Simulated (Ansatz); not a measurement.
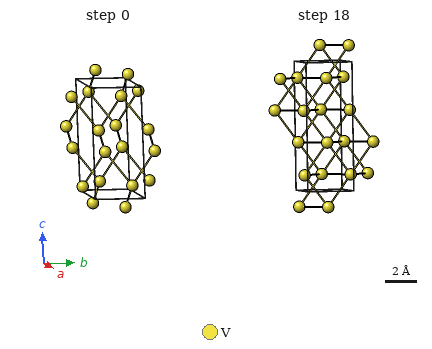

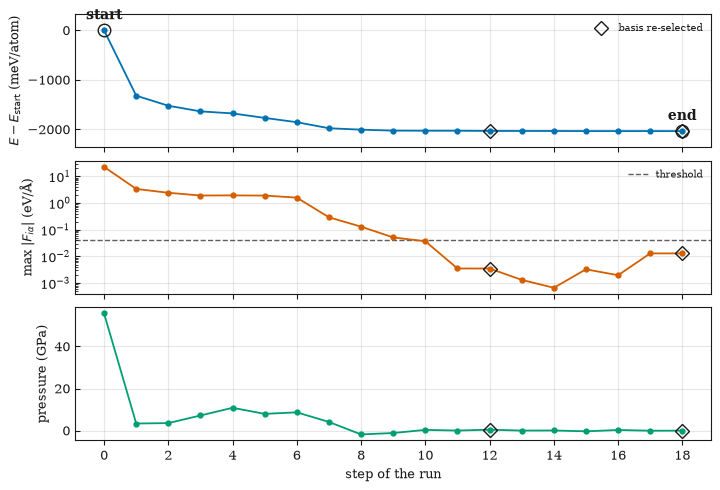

First and last geometry of a relaxation of crystalline V (built on the F_15 type) (coarse preliminary run), with the history of the run. Style: ball-and-stick. Shown: the conventional cell (2 times the calculation's cell), slightly off an axis. Lengths and directions refer to the drawn axes.

Case: F type (C2/c, No. 15).

The calculation used Ansatz 0.2.0, DFT PBE, scalar-relativistic, plane waves, PAW. Settings: plane-wave cutoff 420 eV; k-point mesh 6 × 6 × 4; occupations gaussian; smearing width 0.1 eV; no spin polarisation; cell and atoms relaxed; force threshold 0.04 eV/Å; at most 70 steps.

Did the run converge, and what did it change?

It converged. After 16 accepted moves (18 points after the start) the energy has fallen by 2034 meV per atom. The largest force component goes from 23 to 0.013 eV/Å. Pressure: 55.68 GPa at the start and −0.01 GPa at the end. At 2 points the geometry stayed and the basis and grid were re-selected for the new cell (energy shift of 3.6 meV per atom at most each time). The largest moves relative to the cell, 0.61 Å, are those of V atoms. The drawn cell changes as follows: a 5.508 → 4.215 Å (−23.5 %), b 3.285 → 3.048 Å (−7.2 %), c 7.291 → 8.404 Å (+15.3 %), β 102.2° → 90.1°; the volume changes by −16.3 %. Among the contacts that change: V–V 4.191 → 2.975 Å, V–V 1.490 → 2.593 Å, V–V 3.207 → 2.601 Å, V–V 3.181 → 2.597 Å. New bonds form: V–V (3.18 → 2.60 Å), V–V (3.21 → 2.60 Å). Among the angles between lasting bonds that change: V–V–V 151.4° → 179.8°, V–V–V 122.3° → 108.2°. The space group (tolerance 0.01 Å) goes from C2/c (No. 15) to I4/mmm (No. 139). The run took about 100 core-seconds on a shared host.
